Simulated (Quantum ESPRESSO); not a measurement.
# Band-structure run of W (part 1 of 2)

- system: W (Im-3m, 1 atom in the cell)
- method: Kohn-Sham DFT of a periodic cell, PBE, spin-orbit coupling, PseudoDojo 0.4 FR PBE standard, no spin polarisation (Quantum ESPRESSO 7.5)

The structure derives from an entry of the Crystallography Open Database.

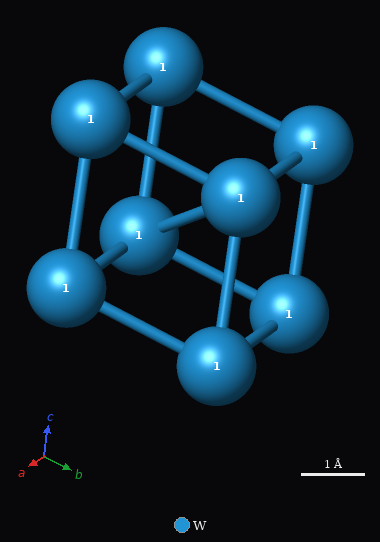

Fig. 1: The structure as given in the input (ball-and-stick view of the cell of the calculation, seen slightly off an axis; atoms are numbered from 1 in the order of the input). An atom can appear more than once, as a periodic image.

The input:
```
&CONTROL
  calculation = 'scf'
  prefix = 'pwscf'
  outdir = './tmp'
  pseudo_dir = './pseudo'
  tprnfor = .true.
  tstress = .true.
  disk_io = 'low'
/
&SYSTEM
  ibrav = 0
  nat = 1
  ntyp = 1
  ecutwfc = 74
  nbnd = 26
  occupations = 'smearing'
  smearing = 'fd'
  degauss = 0.00367493
  noncolin = .true.
  lspinorb = .true.
/
&ELECTRONS
  conv_thr = 2d-10
  electron_maxstep = 120
  mixing_beta = 0.5
/
ATOMIC_SPECIES
W    183.8400 W.upf
CELL_PARAMETERS bohr
  -2.9901986847    2.9901986847    2.9901986847
   2.9901986847   -2.9901986847    2.9901986847
   2.9901986847    2.9901986847   -2.9901986847
ATOMIC_POSITIONS bohr
W      0.0000000000    0.0000000000    0.0000000000
K_POINTS automatic
12 12 12 0 0 0
```

File bands.in:
```
&CONTROL
  calculation = 'bands'
  prefix = 'pwscf'
  outdir = './tmp'
  pseudo_dir = './pseudo'
  disk_io = 'low'
  verbosity = 'high'
/
&SYSTEM
  ibrav = 0
  nat = 1
  ntyp = 1
  ecutwfc = 74
  nbnd = 26
  occupations = 'smearing'
  smearing = 'fd'
  degauss = 0.00367493
  noncolin = .true.
  lspinorb = .true.
/
&ELECTRONS
  conv_thr = 1d-08
  electron_maxstep = 120
  mixing_beta = 0.5
  diago_full_acc = .true.
  startingwfc = 'random'
/
ATOMIC_SPECIES
W    183.8400 W.upf
CELL_PARAMETERS bohr
  -2.9901986847    2.9901986847    2.9901986847
   2.9901986847   -2.9901986847    2.9901986847
   2.9901986847    2.9901986847   -2.9901986847
ATOMIC_POSITIONS bohr
W      0.0000000000    0.0000000000    0.0000000000
K_POINTS crystal
60
 0.0000000000  0.0000000000  0.0000000000 1
 0.0416666667 -0.0416666667  0.0416666667 1
 0.0833333333 -0.0833333333  0.0833333333 1
 0.1250000000 -0.1250000000  0.1250000000 1
 0.1666666667 -0.1666666667  0.1666666667 1
 0.2083333333 -0.2083333333  0.2083333333 1
 0.2500000000 -0.2500000000  0.2500000000 1
 0.2916666667 -0.2916666667  0.2916666667 1
 0.3333333333 -0.3333333333  0.3333333333 1
 0.3750000000 -0.3750000000  0.3750000000 1
 0.4166666667 -0.4166666667  0.4166666667 1
 0.4583333333 -0.4583333333  0.4583333333 1
 0.5000000000 -0.5000000000  0.5000000000 1
 0.4375000000 -0.4375000000  0.5000000000 1
 0.3750000000 -0.3750000000  0.5000000000 1
 0.3125000000 -0.3125000000  0.5000000000 1
 0.2500000000 -0.2500000000  0.5000000000 1
 0.1875000000 -0.1875000000  0.5000000000 1
 0.1250000000 -0.1250000000  0.5000000000 1
 0.0625000000 -0.0625000000  0.5000000000 1
 0.0000000000  0.0000000000  0.5000000000 1
 0.0000000000  0.0000000000  0.4444444444 1
 0.0000000000  0.0000000000  0.3888888889 1
 0.0000000000  0.0000000000  0.3333333333 1
 0.0000000000  0.0000000000  0.2777777778 1
 0.0000000000  0.0000000000  0.2222222222 1
 0.0000000000  0.0000000000  0.1666666667 1
 0.0000000000  0.0000000000  0.1111111111 1
 0.0000000000  0.0000000000  0.0555555556 1
 0.0000000000  0.0000000000  0.0000000000 1
 0.0227272727  0.0227272727  0.0227272727 1
 0.0454545455  0.0454545455  0.0454545455 1
 0.0681818182  0.0681818182  0.0681818182 1
 0.0909090909  0.0909090909  0.0909090909 1
 0.1136363636  0.1136363636  0.1136363636 1
 0.1363636364  0.1363636364  0.1363636364 1
 0.1590909091  0.1590909091  0.1590909091 1
 0.1818181818  0.1818181818  0.1818181818 1
 0.2045454545  0.2045454545  0.2045454545 1
 0.2272727273  0.2272727273  0.2272727273 1
 0.2500000000  0.2500000000  0.2500000000 1
 0.2708333333  0.1875000000  0.2708333333 1
 0.2916666667  0.1250000000  0.2916666667 1
 0.3125000000  0.0625000000  0.3125000000 1
 0.3333333333  0.0000000000  0.3333333333 1
 0.3541666667 -0.0625000000  0.3541666667 1
 0.3750000000 -0.1250000000  0.3750000000 1
 0.3958333333 -0.1875000000  0.3958333333 1
 0.4166666667 -0.2500000000  0.4166666667 1
 0.4375000000 -0.3125000000  0.4375000000 1
 0.4583333333 -0.3750000000  0.4583333333 1
 0.4791666667 -0.4375000000  0.4791666667 1
 0.5000000000 -0.5000000000  0.5000000000 1
 0.2500000000  0.2500000000  0.2500000000 1
 0.2083333333  0.2083333333  0.2916666667 1
 0.1666666667  0.1666666667  0.3333333333 1
 0.1250000000  0.1250000000  0.3750000000 1
 0.0833333333  0.0833333333  0.4166666667 1
 0.0416666667  0.0416666667  0.4583333333 1
 0.0000000000  0.0000000000  0.5000000000 1
```

Machine: 1 thread of Arm Neoverse V1, 24 GiB of memory available, shared host.

Run as:
```bash
OMP_NUM_THREADS=1 pw.x -in pw.in > pw.out
OMP_NUM_THREADS=1 pw.x -in bands.in > bands.out
```

Log:
```
This program is part of the open-source Quantum ESPRESSO suite
     for quantum simulation of materials; please cite
         "P. Giannozzi et al., J. Phys.:Condens. Matter 21 395502 (2009);
         "P. Giannozzi et al., J. Phys.:Condens. Matter 29 465901 (2017);
         "P. Giannozzi et al., J. Chem. Phys. 152 154105 (2020);
          URL
     in publications or presentations arising from this work. More details at

     Message from routine setup:
     using ibrav=0 with symmetry is DISCOURAGED, use correct ibrav instead

     G-vector sticks info
     --------------------
     sticks:   dense  smooth     PW     G-vecs:    dense   smooth      PW
     Sum         603     603    219                 9213     9213    2093

     Using Slab Decomposition

     bravais-lattice index     =            0
     lattice parameter (alat)  =       5.1792  a.u.
     unit-cell volume          =     106.9449 (a.u.)^3
     number of atoms/cell      =            1
     number of atomic types    =            1
     number of electrons       =        14.00
     number of Kohn-Sham states=           26
     kinetic-energy cutoff     =      74.0000  Ry
     charge density cutoff     =     296.0000  Ry
     scf convergence threshold =      2.0E-10
     mixing beta               =       0.5000
     number of iterations used =            8  plain     mixing
     Exchange-correlation= PBE
                           (   1   4   3   4   0   0   0)
     Non magnetic calculation with spin-orbit

     celldm(1)=   5.179176  celldm(2)=   0.000000  celldm(3)=   0.000000
     celldm(4)=   0.000000  celldm(5)=   0.000000  celldm(6)=   0.000000

     crystal axes: (cart. coord. in units of alat)
               a(1) = (  -0.577350   0.577350   0.577350 )
               a(2) = (   0.577350  -0.577350   0.577350 )
               a(3) = (   0.577350   0.577350  -0.577350 )

     reciprocal axes: (cart. coord. in units 2 pi/alat)
               b(1) = ( -0.000000  0.866025  0.866025 )
               b(2) = (  0.866025 -0.000000  0.866025 )
               b(3) = (  0.866025  0.866025  0.000000 )

     PseudoPot. # 1 for W  read from file:
     W.upf
     Pseudo is Norm-conserving + core correction, Zval = 14.0
     Generated using ONCVPSP code by D. R. Hamann
     Using radial grid of 1396 points, 14 beta functions with:
                l(1) =   0
                l(2) =   0
                l(3) =   1
                l(4) =   1
                l(5) =   1
                l(6) =   1
                l(7) =   2
                l(8) =   2
                l(9) =   2
               l(10) =   2
               l(11) =   3
               l(12) =   3
               l(13) =   3
               l(14) =   3

     atomic species   valence    mass     pseudopotential
     W                14.00   183.84000     W ( 1.00)

     48 Sym. Ops., with inversion, found

   Cartesian axes

     site n.     atom                  positions (alat units)
         1        W      tau(   1) = (   0.0000000   0.0000000   0.0000000  )

     number of k points=    72  Fermi-Dirac smearing, width (Ry)=  0.0037
                       cart. coord. in units 2pi/alat
        k(    1) = (   0.0000000   0.0000000   0.0000000), wk =   0.0005787
        k(    2) = (   0.0721688   0.0721688   0.0000000), wk =   0.0069444
        k(    3) = (   0.1443376   0.1443376   0.0000000), wk =   0.0069444
        k(    4) = (   0.2165064   0.2165064   0.0000000), wk =   0.0069444
        k(    5) = (   0.2886751   0.2886751   0.0000000), wk =   0.0069444
        k(    6) = (   0.3608439   0.3608439   0.0000000), wk =   0.0069444
        k(    7) = (  -0.4330127  -0.4330127   0.0000000), wk =   0.0034722
        k(    8) = (   0.1443376   0.0721688   0.0721688), wk =   0.0138889
        k(    9) = (   0.2165064   0.1443376   0.0721688), wk =   0.0277778
        k(   10) = (   0.2886751   0.2165064   0.0721688), wk =   0.0277778
        k(   11) = (   0.3608439   0.2886751   0.0721688), wk =   0.0277778
        k(   12) = (   0.4330127   0.3608439   0.0721688), wk =   0.0277778
        k(   13) = (   0.2886751   0.1443376   0.1443376), wk =   0.0138889
        k(   14) = (   0.3608439   0.2165064   0.1443376), wk =   0.0277778
        k(   15) = (   0.4330127   0.2886751   0.1443376), wk =   0.0277778
        k(   16) = (   0.5051815   0.3608439   0.1443376), wk =   0.0138889
        k(   17) = (   0.4330127   0.2165064   0.2165064), wk =   0.0138889
        k(   18) = (   0.5051815   0.2886751   0.2165064), wk =   0.0277778
        k(   19) = (   0.5773503   0.2886751   0.2886751), wk =   0.0046296
        k(   20) = (   0.1443376   0.1443376   0.1443376), wk =   0.0046296
        k(   21) = (   0.2165064   0.2165064   0.1443376), wk =   0.0138889
        k(   22) = (   0.2886751   0.2886751   0.1443376), wk =   0.0138889
        k(   23) = (   0.3608439   0.3608439   0.1443376), wk =   0.0138889
        k(   24) = (   0.4330127   0.4330127   0.1443376), wk =   0.0069444
        k(   25) = (  -0.0000000  -0.0000000   0.1443376), wk =   0.0034722
        k(   26) = (   0.2886751   0.2165064   0.2165064), wk =   0.0138889
        k(   27) = (   0.3608439   0.2886751   0.2165064), wk =   0.0277778
        k(   28) = (   0.4330127   0.3608439   0.2165064), wk =   0.0277778
        k(   29) = (   0.0000000  -0.0721688   0.2165064), wk =   0.0138889
        k(   30) = (   0.4330127   0.2886751   0.2886751), wk =   0.0138889
        k(   31) = (   0.5051815   0.3608439   0.2886751), wk =   0.0138889
        k(   32) = (   0.0000000  -0.1443376   0.2886751), wk =   0.0138889
        k(   33) = (   0.0721688  -0.0721688   0.2886751), wk =   0.0138889
        k(   34) = (  -0.0000000  -0.2165064   0.3608439), wk =   0.0138889
        k(   35) = (   0.0721688  -0.1443376   0.3608439), wk =   0.0277778
        k(   36) = (   0.0000000  -0.2886751   0.4330127), wk =   0.0138889
        k(   37) = (   0.0721688  -0.2165064   0.4330127), wk =   0.0277778
        k(   38) = (   0.1443376  -0.1443376   0.4330127), wk =   0.0138889
        k(   39) = (  -0.8660254  -0.3608439  -0.3608439), wk =   0.0069444
        k(   40) = (  -0.7938566  -0.2886751  -0.3608439), wk =   0.0277778
        k(   41) = (  -0.7216878  -0.2165064  -0.3608439), wk =   0.0277778
        k(   42) = (  -0.7216878  -0.2886751  -0.2886751), wk =   0.0138889
        k(   43) = (  -0.6495191  -0.2165064  -0.2886751), wk =   0.0138889
        k(   44) = (   0.2886751   0.2886751   0.2886751), wk =   0.0046296
        k(   45) = (   0.3608439   0.3608439   0.2886751), wk =   0.0138889
        k(   46) = (   0.4330127   0.4330127   0.2886751), wk =   0.0069444
        k(   47) = (   0.0000000   0.0000000   0.2886751), wk =   0.0034722
        k(   48) = (   0.4330127   0.3608439   0.3608439), wk =   0.0138889
        k(   49) = (   0.0000000  -0.0721688   0.3608439), wk =   0.0138889
        k(   50) = (  -0.0000000  -0.1443376   0.4330127), wk =   0.0138889
        k(   51) = (   0.0721688  -0.0721688   0.4330127), wk =   0.0138889
        k(   52) = (   0.0000000  -0.2165064   0.5051815), wk =   0.0138889
        k(   53) = (   0.0721688  -0.1443376   0.5051815), wk =   0.0277778
        k(   54) = (  -0.8660254  -0.2886751  -0.2886751), wk =   0.0069444
        k(   55) = (  -0.7938566  -0.2165064  -0.2886751), wk =   0.0277778
        k(   56) = (  -0.7216878  -0.1443376  -0.2886751), wk =   0.0138889
        k(   57) = (  -0.7216878  -0.2165064  -0.2165064), wk =   0.0138889
        k(   58) = (   0.4330127   0.4330127   0.4330127), wk =   0.0011574
        k(   59) = (   0.0000000   0.0000000   0.4330127), wk =   0.0034722
        k(   60) = (  -0.0000000  -0.0721688   0.5051815), wk =   0.0138889
        k(   61) = (   0.0000000  -0.1443376   0.5773503), wk =   0.0138889
        k(   62) = (   0.0721688  -0.0721688   0.5773503), wk =   0.0138889
        k(   63) = (  -0.8660254  -0.2165064  -0.2165064), wk =   0.0069444
        k(   64) = (  -0.7938566  -0.1443376  -0.2165064), wk =   0.0277778
        k(   65) = (  -0.7216878  -0.1443376  -0.1443376), wk =   0.0046296
        k(   66) = (  -0.0000000  -0.0000000   0.5773503), wk =   0.0034722
        k(   67) = (   0.0000000  -0.0721688   0.6495191), wk =   0.0138889
        k(   68) = (  -0.8660254  -0.1443376  -0.1443376), wk =   0.0069444
        k(   69) = (  -0.7938566  -0.0721688  -0.1443376), wk =   0.0138889
        k(   70) = (   0.0000000   0.0000000   0.7216878), wk =   0.0034722
        k(   71) = (  -0.8660254  -0.0721688  -0.0721688), wk =   0.0069444
        k(   72) = (  -0.8660254  -0.8660254  -0.8660254), wk =   0.0005787

     Dense  grid:     9213 G-vectors     FFT dimensions: (  30,  30,  30)

     Initial potential from superposition of free atoms

     starting charge      13.9995, renormalised to      14.0000
     Starting wfcs are   20 randomized atomic wfcs +    6 random wfcs

     Self-consistent Calculation

     iteration #  1     ecut=    74.00 Ry     beta= 0.50
     Davidson diagonalization with overlap
     ethr =  1.00E-02,  avg # of iterations =  5.0

     Threshold (ethr) on eigenvalues was too large:
     Diagonalizing with lowered threshold

     Davidson diagonalization with overlap
     ethr =  2.52E-04,  avg # of iterations =  3.1

     total energy              =    -151.99885242 Ry
     estimated scf accuracy    <       0.03673991 Ry

     iteration #  2     ecut=    74.00 Ry     beta= 0.50
     Davidson diagonalization with overlap
     ethr =  2.62E-04,  avg # of iterations =  1.8

     total energy              =    -152.00206403 Ry
     estimated scf accuracy    <       0.00290380 Ry

     iteration #  3     ecut=    74.00 Ry     beta= 0.50
     Davidson diagonalization with overlap
     ethr =  2.07E-05,  avg # of iterations =  3.3

     total energy              =    -152.00234462 Ry
     estimated scf accuracy    <       0.00025536 Ry

     iteration #  4     ecut=    74.00 Ry     beta= 0.50
     Davidson diagonalization with overlap
     c_bands:  1 eigenvalues not converged
     ethr =  1.82E-06,  avg # of iterations =  4.1

     total energy              =    -152.00235888 Ry
     estimated scf accuracy    <       0.00000154 Ry

     iteration #  5     ecut=    74.00 Ry     beta= 0.50
     Davidson diagonalization with overlap
     ethr =  1.10E-08,  avg # of iterations =  3.9

     total energy              =    -152.00236067 Ry
     estimated scf accuracy    <       0.00000046 Ry

     iteration #  6     ecut=    74.00 Ry     beta= 0.50
     Davidson diagonalization with overlap
     ethr =  3.30E-09,  avg # of iterations =  2.0

     total energy              =    -152.00236076 Ry
     estimated scf accuracy    <          3.5E-09 Ry

     iteration #  7     ecut=    74.00 Ry     beta= 0.50
     Davidson diagonalization with overlap
     ethr =  2.48E-11,  avg # of iterations =  2.9

     total energy              =    -152.00236076 Ry
     estimated scf accuracy    <          3.2E-09 Ry

     iteration #  8     ecut=    74.00 Ry     beta= 0.50
     Davidson diagonalization with overlap
     ethr =  2.27E-11,  avg # of iterations =  2.0

     End of self-consistent calculation

          k = 0.0000 0.0000 0.0000 (  1157 PWs)   bands (ev):

   -51.4000 -51.4000 -22.3805 -22.3805 -12.3100 -12.3100 -12.3100 -12.3100
    12.9327  12.9327  21.1399  21.1399  21.1399  21.1399  21.6503  21.6503
    24.8876  24.8876  24.8876  24.8876  37.0353  37.0353  37.0497  37.0497
    37.0497  37.0497

          k = 0.0722 0.0722 0.0000 (  1149 PWs)   bands (ev):

   -51.3910 -51.3910 -22.4049 -22.4049 -12.3953 -12.3953 -12.3266 -12.3266
    13.2663  13.2663  21.0149  21.0149  21.1994  21.1994  21.7866  21.7866
    24.5829  24.5829  24.8955  24.8955  37.3192  37.3192  37.6051  37.6051
    37.8421  37.8421

          k = 0.1443 0.1443 0.0000 (  1137 PWs)   bands (ev):

   -51.3662 -51.3662 -22.4719 -22.4719 -12.6215 -12.6215 -12.3711 -12.3711
    14.1772  14.1772  20.5802  20.5802  20.9729  20.9729  22.6395  22.6395
    24.1704  24.1704  24.9546  24.9546  37.7729  37.7729  39.1773  39.1773
    39.3834  39.3834

          k = 0.2165 0.2165 0.0000 (  1134 PWs)   bands (ev):

   -51.3321 -51.3321 -22.5641 -22.5641 -12.9157 -12.9157 -12.4303 -12.4303
    15.3449  15.3449  19.9913  19.9913  20.6623  20.6623  24.0553  24.0553
    24.2494  24.2494  25.1432  25.1432  37.2145  37.2145  39.0298  39.0298
    41.5490  41.5490

          k = 0.2887 0.2887 0.0000 (  1152 PWs)   bands (ev):

   -51.2979 -51.2979 -22.6570 -22.6570 -13.1944 -13.1944 -12.4877 -12.4877
    16.1467  16.1467  19.4583  19.4583  21.0333  21.0333  24.5300  24.5300
    25.3152  25.3152  26.0893  26.0893  35.6690  35.6690  36.8063  36.8063
    43.3820  43.3821

          k = 0.3608 0.3608 0.0000 (  1150 PWs)   bands (ev):

   -51.2728 -51.2728 -22.7256 -22.7256 -13.3897 -13.3897 -12.5287 -12.5287
    16.3078  16.3078  19.1011  19.1011  22.2692  22.2692  24.7685  24.7685
    25.6271  25.6271  27.8988  27.8988  34.2971  34.2971  34.7724  34.7724
    40.4971  40.4971

          k =-0.4330-0.4330 0.0000 (  1148 PWs)   bands (ev):

   -51.2636 -51.2636 -22.7508 -22.7508 -13.4594 -13.4594 -12.5434 -12.5434
    16.2840  16.2840  18.9763  18.9763  23.1306  23.1306  24.7095  24.7095
    25.7306  25.7306  28.7809  28.7809  33.7161  33.7161  33.9905  33.9905
    39.2231  39.2231

          k = 0.1443 0.0722 0.0722 (  1141 PWs)   bands (ev):

   -51.3740 -51.3740 -22.4506 -22.4506 -12.5476 -12.5476 -12.3605 -12.3605
    13.8936  13.8936  20.7899  20.7899  20.9633  20.9633  22.3859  22.3859
    24.1564  24.1564  25.0043  25.0043  37.7842  37.7842  38.6190  38.6190
    38.9694  38.9694

          k = 0.2165 0.1443 0.0722 (  1144 PWs)   bands (ev):

   -51.3446 -51.3446 -22.5300 -22.5300 -12.7995 -12.7995 -12.4206 -12.4206
    14.9764  14.9764  20.2903  20.2903  20.5656  20.5656  23.5935  23.5935
    23.9544  23.9544  25.2251  25.2251  38.0390  38.0390  39.2901  39.2901
    40.2582  40.2582

          k = 0.2887 0.2165 0.0722 (  1139 PWs)   bands (ev):

   -51.3105 -51.3105 -22.6223 -22.6223 -13.0765 -13.0765 -12.4883 -12.4883
    16.0627  16.0627  19.7231  19.7231  20.4553  20.4553  24.1034  24.1034
    25.2293  25.2293  25.6515  25.6515  36.5657  36.5657  38.1403  38.1403
    42.0694  42.0695

          k = 0.3608 0.2887 0.0722 (  1144 PWs)   bands (ev):

   -51.2808 -51.2808 -22.7026 -22.7026 -13.3060 -13.3060 -12.5452 -12.5452
    16.5288  16.5288  19.2940  19.2940  21.2269  21.2269  24.5297  24.5297
    25.6390  25.6390  27.4178  27.4178  34.8779  34.8779  35.9527  35.9527
    41.0381  41.0381

          k = 0.4330 0.3608 0.0722 (  1147 PWs)   bands (ev):

   -51.2636 -51.2636 -22.7491 -22.7491 -13.4345 -13.4345 -12.5773 -12.5773
    16.5349  16.5349  19.0665  19.0665  22.3488  22.3488  24.6467  24.6467
    25.9282  25.9282  28.9137  28.9137  33.5584  33.5584  34.6432  34.6432
    39.2790  39.2790

          k = 0.2887 0.1443 0.1443 (  1142 PWs)   bands (ev):

   -51.3151 -51.3151 -22.6092 -22.6092 -13.0205 -13.0205 -12.5030 -12.5030
    16.0885  16.0885  19.9057  19.9057  20.0983  20.0983  23.7912  23.7912
    25.1977  25.1977  25.6864  25.6864  37.2229  37.2229  38.9382  38.9382
    40.9550  40.9550

          k = 0.3608 0.2165 0.1443 (  1144 PWs)   bands (ev):

   -51.2854 -51.2854 -22.6882 -22.6882 -13.2295 -13.2295 -12.5891 -12.5891
    16.9838  16.9838  19.4622  19.4622  20.2247  20.2247  24.0952  24.0952
    25.6886  25.6886  27.3960  27.3960  35.3486  35.3486  37.7571  37.7571
    40.2434  40.2434

          k = 0.4330 0.2887 0.1443 (  1146 PWs)   bands (ev):

   -51.2636 -51.2636 -22.7459 -22.7459 -13.3777 -13.3777 -12.6519 -12.6519
    17.1899  17.1899  19.2409  19.2409  21.0190  21.0190  24.4815  24.4815
    25.8627  25.8627  29.3471  29.3471  33.4199  33.4199  36.1129  36.1129
    39.0753  39.0753

          k = 0.5052 0.3608 0.1443 (  1146 PWs)   bands (ev):

   -51.2556 -51.2556 -22.7669 -22.7669 -13.4312 -13.4312 -12.6748 -12.6748
    17.1623  17.1623  19.1712  19.1712  21.5367  21.5367  24.5295  24.5295
    26.1236  26.1236  30.2866  30.2866  32.4148  32.4148  35.4791  35.4791
    38.5798  38.5798
```
